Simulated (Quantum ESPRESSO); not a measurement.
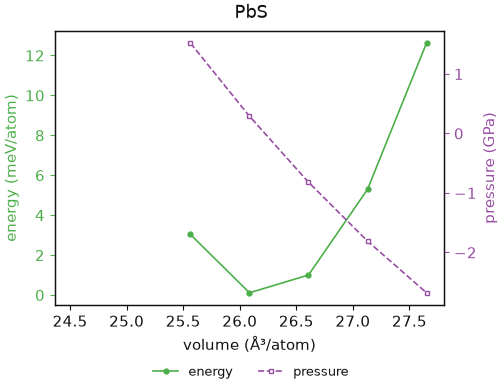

The picture above shows the energy and pressure against volume for PbS, space group Fm-3m (No. 225).

Cell as given: a = 4.194 Å, b = 4.194 Å, c = 4.194 Å, α = 60.00°, β = 60.00°, γ = 60.00°; 2 atoms.

How it was computed, with Quantum ESPRESSO 7.5: plane-wave DFT, no spin polarisation; energies at scaled volumes of the given cell, shape and fractions fixed, counted from the fit's minimum, third-order Birch-Murnaghan fit. Level: PBE with D3(BJ).

| setting | value |
| --- | --- |
| k mesh | 8×8×8 |
| occupations | Fermi–Dirac |
| smearing width | 0.05 eV |
| potentials | PseudoDojo 0.4.1 SR PBE standard |
| wave cutoff | 761.9 eV |
| density cutoff | 3048 eV |

The points at volume 24.52 Å³/atom and 25.04 Å³/atom are left out of the plot. What values does the calculation give there?

```json
{"volume (Å³/atom)": "24.52", "energy (meV/atom)": "21.97", "pressure (GPa)": "4.38"}
{"volume (Å³/atom)": "25.04", "energy (meV/atom)": "10.17", "pressure (GPa)": "2.88"}
```

Caveats: spin-orbit coupling left out, heavy elements.
